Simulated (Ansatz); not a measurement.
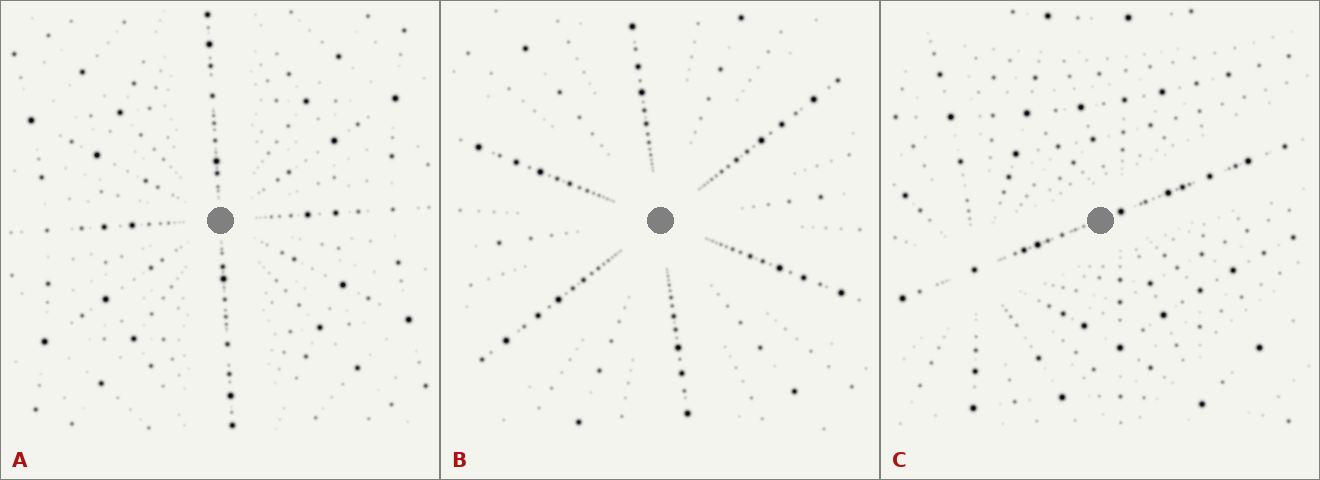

Simulated back-reflection Laue patterns (white X-rays, 0.45 to 2.2 Å, flat plate covering ±45° about the beam, kinematic intensities, seen from the source). Crystal: Bi, space group P6_3/mmc (No. 194), a = 3.57 Å, c = 5.88 Å (hexagonal axes). Structure: the input geometry of an electronic-structure calculation (not necessarily at equilibrium); the starting structure was generated, so it need not be a known form of this composition.

**The directions [001], [210], [211] point towards the source, in some order. Which is which?**

A: [210], symmetry 2mm (a twofold axis with two mirror lines). B: [001], symmetry 6mm (a sixfold axis with mirror lines). C: [211], symmetry m (one mirror line). The Laue class is 6/mmm.
